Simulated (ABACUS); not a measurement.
**Band-structure run of GaP (part 2 of 2)**

GaP (F-43m, 2 atoms in the cell); Kohn-Sham DFT of a periodic cell, TM, SG15 ONCV 1.2 PBE, no spin polarisation (ABACUS 3.10.1); cutoff 1278.93 eV, 5×5×5 k-mesh, fermi-dirac of 0.05 eV. The structure derives from an entry of the Crystallography Open Database.

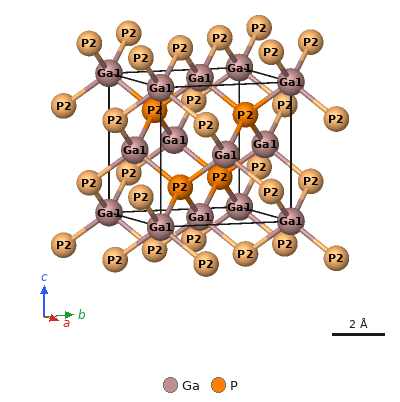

Figure 1. The structure (ball-and-stick view of the cell 4 times as large as that of the calculation, set on its symmetry axes, seen slightly off an axis; neighbours outside the cell are drawn fainter; atoms are numbered from 1 in the order of the input).

The program's output, continued:
```
----------------------------------------------------------

 PW ALGORITHM --------------- ION=   1  ELEC=   6--------------------------------

 Density error is 4.94880529259e-07
                          Error Threshold = 1.48129679301e-07
----------------------------------------------------------
     Energy           Rydberg                 eV
----------------------------------------------------------
 E_KohnSham     -144.1897389654      -1961.8020430617
 E_Harris       -144.1911485870      -1961.8212219478
 E_Fermi        0.6152729659         8.3712181612
----------------------------------------------------------

 PW ALGORITHM --------------- ION=   1  ELEC=   7--------------------------------

 Density error is 2.4333550818e-08
                          Error Threshold = 2.74933627366e-09
----------------------------------------------------------
     Energy           Rydberg                 eV
----------------------------------------------------------
 E_KohnSham     -144.1897391358      -1961.8020453804
 E_Harris       -144.1891566533      -1961.7941202992
 E_Fermi        0.6152367389         8.3707252680
----------------------------------------------------------

 PW ALGORITHM --------------- ION=   1  ELEC=   8--------------------------------

 Density error is 8.0942346715e-10
                          Error Threshold = 1.35186393433e-10
----------------------------------------------------------
     Energy           Rydberg                 eV
----------------------------------------------------------
 E_KohnSham     -144.1897391411      -1961.8020454521
 E_KS(sigma->0) -144.1897391403      -1961.8020454423
 E_Harris       -144.1897888596      -1961.8027219071
 E_band         -3.4268121384        -46.6241710574
 E_one_elec     -77.3504595358       -1052.4069926051
 E_Hartree      50.7071432400        689.9060773663
 E_xc           -21.0687990170       -286.6557166482
 E_Ewald        -96.4776238268       -1312.6454135455
 E_entropy(-TS) -0.0000000014        -0.0000000197
 E_descf        0.0000000000         0.0000000000
 E_exx          0.0000000000         0.0000000000
 E_Fermi        0.6152603586         8.3710466305
----------------------------------------------------------

 charge density convergence is achieved
 final etot is -1961.8020455 eV
 EFERMI = 8.3710466305 eV
The vacuum level is 9.9008127987 eV

 STATE ENERGY(eV) AND OCCUPATIONS    NSPIN == 1
 1/10 kpoint (Cartesian) = 0.0000 0.0000 0.0000 (1063 pws)
       1       -6.70769      0.0160000
       2       -6.70769      0.0160000
       3       -6.70769      0.0160000
       4       -6.61014      0.0160000
       5       -6.61014      0.0160000
       6       -4.91004      0.0160000
       7        7.61048      0.0160000
       8        7.61048      0.0160000
       9        7.61048      0.0160000
      10        9.61755    2.38298e-13
      11        11.5766    2.29719e-30
      12        11.5766    2.29719e-30
      13        11.5766    2.29719e-30
      14        16.0293    4.85034e-69
      15        17.4221    3.86567e-81
      16        17.4221    3.86567e-81
      17        19.8500        0.00000
      18        19.8500        0.00000
      19        19.8500        0.00000

 2/10 kpoint (Cartesian) = 0.036694 0.036694 0.036694 (1037 pws)
       1       -6.74457       0.128000
       2       -6.69627       0.128000
       3       -6.69627       0.128000
       4       -6.60927       0.128000
       5       -6.60927       0.128000
       6       -4.39720       0.128000
       7        4.64416       0.128000
       8        7.12190       0.128000
       9        7.12190       0.128000
      10        10.0504    3.31236e-16
      11        12.2690    1.77985e-35
      12        12.2690    1.77985e-35
      13        13.1592    3.29440e-43
      14        16.4764    5.07098e-72
      15        16.4764    5.07098e-72
      16        17.3472    1.38401e-79
      17        19.3889        0.00000
      18        22.6860        0.00000
      19        22.6860        0.00000

 3/10 kpoint (Cartesian) = 0.073388 0.073388 0.073388 (1037 pws)
       1       -6.79422       0.128000
       2       -6.68337       0.128000
       3       -6.68337       0.128000
       4       -6.60301       0.128000
       5       -6.60301       0.128000
       6       -3.17239       0.128000
       7        1.57215       0.128000
       8        6.56876       0.128000
       9        6.56876       0.128000
      10        9.46475    4.05007e-11
      11        12.4218    8.37562e-37
      12        12.4218    8.37562e-37
      13        15.4467    4.45344e-63
      14        17.4703    1.18151e-80
      15        18.1522    1.41076e-86
      16        18.1522    1.41076e-86
      17        22.2167        0.00000
      18        22.7204        0.00000
      19        22.7204        0.00000

 4/10 kpoint (Cartesian) = 0.0000 0.0000 0.073388 (1038 pws)
       1       -6.76410      0.0960000
       2       -6.68422      0.0960000
       3       -6.68422      0.0960000
       4       -6.62102      0.0960000
       5       -6.60213      0.0960000
       6       -4.22769      0.0960000
       7        4.83387      0.0960000
       8        6.32446      0.0960000
       9        6.32446      0.0960000
      10        10.1562    2.99838e-17
      11        11.5845    1.17728e-29
      12        13.6260    2.17978e-47
      13        13.6260    2.17978e-47
      14        15.0304    1.38036e-59
      15        18.0454    8.95259e-86
      16        18.8556        0.00000
      17        21.2655        0.00000
      18        21.2655        0.00000
      19        21.3097        0.00000

 5/10 kpoint (Cartesian) = 0.036694 0.036694 0.11008 (1028 pws)
       1       -6.80006       0.384000
       2       -6.67272       0.384000
       3       -6.66766       0.384000
       4       -6.62315       0.384000
       5       -6.59689       0.384000
       6       -3.19557       0.384000
       7        2.39807       0.384000
       8        5.22580       0.384000
       9        5.79250       0.384000
      10        10.2699    1.23277e-17
      11        12.1362    7.59392e-34
      12        13.5351    5.36952e-46
      13        14.2604    2.69173e-52
      14        17.7651    9.73206e-83
      15        19.1851        0.00000
      16        19.4554        0.00000
      17        21.8455        0.00000
      18        22.6054        0.00000
      19        24.1372        0.00000

 6/10 kpoint (Cartesian) = 0.22016 -0.073388 -0.073388 (1032 pws)
       1       -6.80684       0.384000
       2       -6.67475       0.384000
       3       -6.66715       0.384000
       4       -6.61102       0.384000
       5       -6.60345       0.384000
       6       -2.53138       0.384000
       7        1.27054       0.384000
       8        4.43772       0.384000
       9        6.03846       0.384000
      10        10.4743    2.07067e-19
      11        12.6585    2.20720e-38
      12        13.6700    3.61277e-47
      13        15.4359    1.65886e-62
      14        17.3398    4.81646e-79
      15        17.6668    6.95053e-82
      16        19.7934        0.00000
      17        22.0444        0.00000
      18        23.5272        0.00000
      19        24.3142        0.00000

[... levels at 4 further k points ...]

------------------------------------------------------------------------------------------
 TOTAL-FORCE (eV/Angstrom)
------------------------------------------------------------------------------------------
                       Ga1         0.0000000000         0.0000000000         0.0000000000
                        P1         0.0000000000         0.0000000000         0.0000000000
------------------------------------------------------------------------------------------

----------------------------------------------------------------
 TOTAL-STRESS (KBAR)
----------------------------------------------------------------
       -11.9018529575         0.0000000000        -0.0000000000
        -0.0000000000       -11.9018529575         0.0000000000
        -0.0000000000         0.0000000000       -11.9018529575
----------------------------------------------------------------
 TOTAL-PRESSURE: -11.901853 KBAR

 --------------------------------------------
 !FINAL_ETOT_IS -1961.8020454521472402 eV
 --------------------------------------------
```

The run was set up as follows.

Input:
```python
"""ABACUS run from a structure file: ASE reads it, the script writes STRU, KPT and INPUT."""
import re
import subprocess
import spglib
from ase import Atoms
from ase.io import read
from ase.units import Bohr

atoms = read("GaP.cif")
cell, frac, numbers = spglib.standardize_cell((atoms.cell[:], atoms.get_scaled_positions(), atoms.numbers), to_primitive=True, symprec=1e-4)
atoms = Atoms(numbers=numbers, cell=cell, scaled_positions=frac, pbc=True)  # the primitive cell
atoms = atoms[(-atoms.numbers).argsort(kind="stable")]  # ABACUS lists atoms element by element
pseudo = {'Ga': 'Ga_ONCV_PBE-1.2.upf', 'P': 'P_ONCV_PBE-1.2.upf'}
orbital = {}
magmoms = None
kmesh = [5, 5, 5]
params = {
    'suffix': 'GaP',
    'calculation': 'scf',
    'basis_type': 'pw',
    'pseudo_dir': './',
    'symmetry': 1,
    'dft_functional': 'MGGA_X_TM+MGGA_C_TM',
    'ecutwfc': 94,
    'pseudo_rcut': 7,
    'nspin': 1,
    'nbands': 19,
    'ks_solver': 'dav',
    'smearing_method': 'fd',
    'smearing_sigma': 0.00367493,
    'scf_thr': 1e-08,
    'scf_nmax': 100,
    'mixing_type': 'broyden',
    'mixing_beta': 0.7,
    'cal_force': 1,
    'cal_stress': 1,
    'mixing_tau': 1,
    'out_chg': 1,
    'out_pot': 2,
    'out_elf': 1,
}

symbols = atoms.get_chemical_symbols()
elements = list(dict.fromkeys(symbols))
lines = ["ATOMIC_SPECIES"] + [f"{e} {atoms.get_masses()[symbols.index(e)]:.4f} {pseudo[e]}" for e in elements]
if orbital:
    lines += ["", "NUMERICAL_ORBITAL"] + [orbital[e] for e in elements]
lines += ["", "LATTICE_CONSTANT", f"{1 / Bohr:.10f}", "", "LATTICE_VECTORS"]
lines += [" ".join(f"{x:.10f}" for x in v) for v in atoms.cell]
lines += ["", "ATOMIC_POSITIONS", "Direct"]
for e in elements:
    lines += ["", e, "0.0", str(symbols.count(e))]
    for i, p in enumerate(atoms.get_scaled_positions(wrap=False)):
        if symbols[i] == e:
            mag = "" if magmoms is None else " mag " + " ".join(str(x) for x in (magmoms[i] if isinstance(magmoms[i], list) else [magmoms[i]]))
            lines.append(" ".join(f"{x:.10f}" for x in p) + " 1 1 1" + mag)
open("STRU", "w").write("\n".join(lines) + "\n")
open("KPT", "w").write("K_POINTS\n0\nGamma\n%d %d %d 0 0 0\n" % tuple(kmesh))
open("INPUT", "w").write("INPUT_PARAMETERS\n" + "".join(f"{k:<20s}{v}\n" for k, v in params.items()))

done = subprocess.run(['mpirun', '-np', '4', 'abacus'])
if done.returncode:
    raise SystemExit(done.returncode)
log = open("OUT.GaP/running_scf.log").read()
print("final energy (eV):", re.findall(r"FINAL_ETOT_IS (\S+)", log))
```

File GaP.cif:
```
data_GaP
_cell_length_a 5.45050000
_cell_length_b 5.45050000
_cell_length_c 5.45050000
_cell_angle_alpha 90.00000000
_cell_angle_beta 90.00000000
_cell_angle_gamma 90.00000000
_space_group_name_H-M_alt 'F-43m'
_space_group_name_Hall 'F -4 2 3'
_space_group_IT_number 216
loop_
_space_group_symop_operation_xyz
'x,y,z'
'y,-x,-z'
'-x,-y,z'
'-y,x,-z'
'x,-y,-z'
'y,x,z'
'-x,y,-z'
'-y,-x,z'
'z,x,y'
'-z,y,-x'
'z,-x,-y'
'-z,-y,x'
'-z,x,-y'
'z,y,x'
'-z,-x,y'
'z,-y,-x'
'y,z,x'
'-x,-z,y'
'-y,z,-x'
'x,-z,-y'
'-y,-z,x'
'x,z,y'
'y,-z,-x'
'-x,z,-y'
'x,y+1/2,z+1/2'
'y,-x+1/2,-z+1/2'
'-x,-y+1/2,z+1/2'
'-y,x+1/2,-z+1/2'
'x,-y+1/2,-z+1/2'
'y,x+1/2,z+1/2'
'-x,y+1/2,-z+1/2'
'-y,-x+1/2,z+1/2'
'z,x+1/2,y+1/2'
'-z,y+1/2,-x+1/2'
'z,-x+1/2,-y+1/2'
'-z,-y+1/2,x+1/2'
'-z,x+1/2,-y+1/2'
'z,y+1/2,x+1/2'
'-z,-x+1/2,y+1/2'
'z,-y+1/2,-x+1/2'
'y,z+1/2,x+1/2'
'-x,-z+1/2,y+1/2'
'-y,z+1/2,-x+1/2'
'x,-z+1/2,-y+1/2'
'-y,-z+1/2,x+1/2'
'x,z+1/2,y+1/2'
'y,-z+1/2,-x+1/2'
'-x,z+1/2,-y+1/2'
'x+1/2,y,z+1/2'
'y+1/2,-x,-z+1/2'
'-x+1/2,-y,z+1/2'
'-y+1/2,x,-z+1/2'
'x+1/2,-y,-z+1/2'
'y+1/2,x,z+1/2'
'-x+1/2,y,-z+1/2'
'-y+1/2,-x,z+1/2'
'z+1/2,x,y+1/2'
'-z+1/2,y,-x+1/2'
'z+1/2,-x,-y+1/2'
'-z+1/2,-y,x+1/2'
'-z+1/2,x,-y+1/2'
'z+1/2,y,x+1/2'
'-z+1/2,-x,y+1/2'
'z+1/2,-y,-x+1/2'
'y+1/2,z,x+1/2'
'-x+1/2,-z,y+1/2'
'-y+1/2,z,-x+1/2'
'x+1/2,-z,-y+1/2'
'-y+1/2,-z,x+1/2'
'x+1/2,z,y+1/2'
'y+1/2,-z,-x+1/2'
'-x+1/2,z,-y+1/2'
'x+1/2,y+1/2,z'
'y+1/2,-x+1/2,-z'
'-x+1/2,-y+1/2,z'
'-y+1/2,x+1/2,-z'
'x+1/2,-y+1/2,-z'
'y+1/2,x+1/2,z'
'-x+1/2,y+1/2,-z'
'-y+1/2,-x+1/2,z'
'z+1/2,x+1/2,y'
'-z+1/2,y+1/2,-x'
'z+1/2,-x+1/2,-y'
'-z+1/2,-y+1/2,x'
'-z+1/2,x+1/2,-y'
'z+1/2,y+1/2,x'
'-z+1/2,-x+1/2,y'
'z+1/2,-y+1/2,-x'
'y+1/2,z+1/2,x'
'-x+1/2,-z+1/2,y'
'-y+1/2,z+1/2,-x'
'x+1/2,-z+1/2,-y'
'-y+1/2,-z+1/2,x'
'x+1/2,z+1/2,y'
'y+1/2,-z+1/2,-x'
'-x+1/2,z+1/2,-y'
loop_
_atom_site_label
_atom_site_type_symbol
_atom_site_symmetry_multiplicity
_atom_site_Wyckoff_symbol
_atom_site_fract_x
_atom_site_fract_y
_atom_site_fract_z
_atom_site_occupancy
Ga1 Ga 4 a 0.0000000000 0.0000000000 0.0000000000 1
P1 P 4 c 0.2500000000 0.2500000000 0.2500000000 1
```

File INPUT:
```
INPUT_PARAMETERS
suffix              GaP
calculation         scf
basis_type          pw
pseudo_dir          ./
symmetry            1
dft_functional      MGGA_X_TM+MGGA_C_TM
ecutwfc             94
pseudo_rcut         7
nspin               1
nbands              19
ks_solver           dav
smearing_method     fd
smearing_sigma      0.00367493
scf_thr             1e-08
scf_nmax            100
mixing_type         broyden
mixing_beta         0.7
cal_force           1
cal_stress          1
mixing_tau          1
out_chg             1
out_pot             2
out_elf             1
```

File STRU:
```
ATOMIC_SPECIES
Ga 69.7230 Ga_ONCV_PBE-1.2.upf
P 30.9738 P_ONCV_PBE-1.2.upf

LATTICE_CONSTANT
1.8897261258

LATTICE_VECTORS
0.0000000000 2.7252500000 2.7252500000
2.7252500000 0.0000000000 2.7252500000
2.7252500000 2.7252500000 0.0000000000

ATOMIC_POSITIONS
Direct

Ga
0.0
1
0.0000000000 0.0000000000 -0.0000000000 1 1 1

P
0.0
1
0.2500000000 0.2500000000 0.2500000000 1 1 1
```

File KPT:
```
K_POINTS
0
Gamma
5 5 5 0 0 0
```

Launch command:
```bash
OMP_NUM_THREADS=1 python run_abacus.py > log
```

Key numbers:

- outcome: converged
- space group (tolerance 0.01 Å): F-43m (216)
- electrons treated: 18
- free energy: −1961.8020 eV
- Fermi energy of the self-consistent step: 8.371 eV
- gap on the k-point mesh: 1.56 eV
- pressure: −1.19 GPa
- largest force (length of the vector): under 0.001 eV/Å
- hardware: 4 threads of Intel Xeon (Granite Rapids), 12 GiB of memory available, shared host
- wall time: 19 s (CPU time 73 s)
- peak memory: 0.36 GiB
